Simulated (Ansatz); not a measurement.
# Si2N: one candidate of a structure search

Aim: relax a trial structure of Si2N and see where it ends.

Method: DFT PBE, scalar-relativistic, plane waves, PAW, in Ansatz 0.2.0.

### 1 The system as given

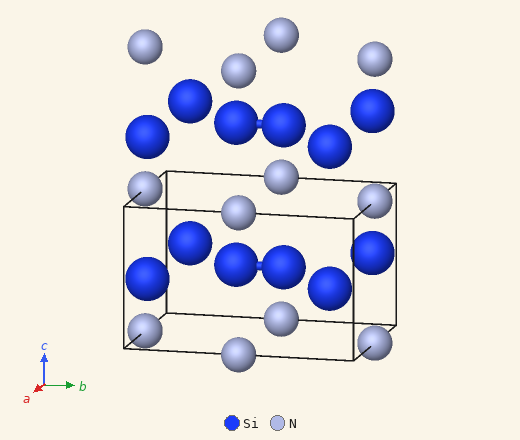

Start, viewed slightly off an axis; silicon blue, nitrogen light blue. 1×1×2 cells are drawn. Atoms on the faces are drawn again on the opposite ones. The cell drawn here is the conventional one.

Structure file:

```cif
data_structure
_symmetry_space_group_name_H-M 'P 1'
_symmetry_Int_Tables_number 1
_cell_length_a 3.3764
_cell_length_b 3.3764
_cell_length_c 3.3381
_cell_angle_alpha 90.000
_cell_angle_beta 90.000
_cell_angle_gamma 107.506
_cell_volume 36.29
loop_
_atom_site_label
_atom_site_type_symbol
_atom_site_fract_x
_atom_site_fract_y
_atom_site_fract_z
_atom_site_occupancy
Si1 Si 0.10308 0.89692 0.50000 1
Si2 Si 0.89692 0.10308 0.50000 1
N1 N 0.50000 0.50000 0.00000 1
```

The cell is invented: species swapped into a database cell of CsO2 (Cmmm, No. 65), with N on the Cs sites and Si on the O sites. Lengths come from tabulated atomic sizes and are only a guess.

### 2 Probe: one point on a coarse mesh

Input file input.yaml:

```yaml
crystal:
  lattice:
    - [1.99639074, -2.72301338, 0.0]
    - [1.99639074, 2.72301338, 0.0]
    - [0.0, 0.0, 3.33808783]
  atoms:
    - { symbol: Si, position: [0.10308105, 0.89691895, 0.5] }
    - { symbol: Si, position: [0.89691895, 0.10308105, 0.5] }
    - { symbol: "N", position: [0.5, 0.5, 0.0] }
basis:
  ecutwfc: 420
kpoints:
  mp_grid: { grid: [6, 6, 6] }
hamiltonian:
  xc: pbe
scf:
  occupations: { method: gaussian, width: 0.1 }
  lower_state_search: "off"
output:
  forces: true
  stress: true
  eigenvalues: true
```

Command:

```sh
> ansatz run input.yaml --threads 1 --pin off --max-ram 2560MiB --backend cpu --events-out ev --progress --plain --runs-dir out
```

Standard output, cut to the lines that bear on the results:

```text
[...]
SCF converged after 10 iterations
Free energy (F): -1609.677526 eV
[...]
E sigma→0 (E₀):  -1609.672817 eV
Entropy (-TS):   -0.009418 eV (-3.139 meV/atom)
Fermi energy:    8.796724 eV
[...]
--- Forces (eV/Å), atoms counted from 1 ---
  atom   1  Si     0.00000000  -128.64528735     0.00000000
  atom   2  Si     0.00000000   128.64528735     0.00000000
  atom   3  N      0.00000000     0.00000000     0.00000000
[...]
--- Stress (GPa, compression-positive) ---
       -5.096728       0.000000       0.000000
        0.000000     635.612008       0.000000
        0.000000       0.000000      -7.296454
  P = ⅓ Tr σ = 207.7396 GPa (2077.396 kbar)
--- Band table (eV; the first three rows and the last of 52) ---
  k-point 0: bands = ["-6.4639", "0.2509", "4.5116", "4.7748", "7.3376", "9.5512", "9.6055", "10.1310", "10.6544", "11.8315", "13.4329"]
[...]
```

It took 2.8 s on 1 thread of Arm Neoverse V1, shared host; peak memory 0.28 GiB.

The probe gives pressure 207.7 GPa, largest force 128.65 eV/Å, gap on this mesh none (metal). A guess like this is first relaxed loosely on the coarse mesh.

### 3 Spin check on a coarse mesh

Edit input.yaml of step 2 so:

```diff
@@ -8,3 +8,3 @@
     - { symbol: Si, position: [0.89691895, 0.10308105, 0.5] }
-    - { symbol: "N", position: [0.5, 0.5, 0.0] }
+    - { symbol: "N", position: [0.5, 0.5, 0.0], spin: 1.0 }
 basis:
@@ -22 +22,4 @@
   eigenvalues: true
+  populations: true
+magnetization:
+  spin_polarized: true
```

Command:

```sh
> ansatz run input.yaml --threads 1 --pin off --max-ram 2560MiB --backend cpu --events-out ev --progress --plain --runs-dir out
```

Standard output, cut to the lines that bear on the results:

```text
[...]
SCF converged after 27 iterations
Magnetization: 0.0000 μB (6.5000 up, 6.5000 down)
Absolute magnetization: 0.0000 μB (∫|ρ↑−ρ↓|, with the PAW one-centre terms)
Spin contamination: 0.0000 ħ² per cell (⟨S²⟩ above its minimum at these occupations)
Per-site moments (μB) at R_I (Å): [(4.5147475172889215e-8, 0.46314027931784074), (4.514747517386486e-8, 0.46314027931784074), (-1.662950005201708e-6, 1.098089682459096)]
[...]
        0.000000       0.000000      -7.296418
  P = ⅓ Tr σ = 207.7396 GPa (2077.396 kbar)
--- Band table (eV; the first three rows and the last of 104) ---
  k-point 0 ↑: bands = ["-6.4639", "0.2509", "4.5117", "4.7748", "7.3375", "9.5512", "9.6055", "10.1310", "10.6544", "11.8315", "13.4329"]
[...]
--- Löwdin populations: 3 sites ---
  site symbol       q [e]    m [muB]
     0     Si      3.5846     0.0000
     1     Si      3.5846     0.0000
     2      N      5.4873    -0.0000
  spilling = 0.026420 (of n_electrons = 13.000000)
```

It took 8.5 s on 1 thread of Arm Neoverse V1, shared host; peak memory 0.3 GiB.

Site by site:

```csv
atom,Löwdin electrons
Si1,3.58
Si2,3.58
N3,5.49
```

The Löwdin counts miss 0.34 of the 13 electrons, which the atomic orbitals do not span, so they are no charges.

The same cell is solved with trial moments on N. The largest site moment that stays is 0.00 μB and the cell's total 0.00 μB. The workflow keeps spin only above 0.25 μB on a site, so the next run goes without spin.

(Part 1 of 3 ends here.)
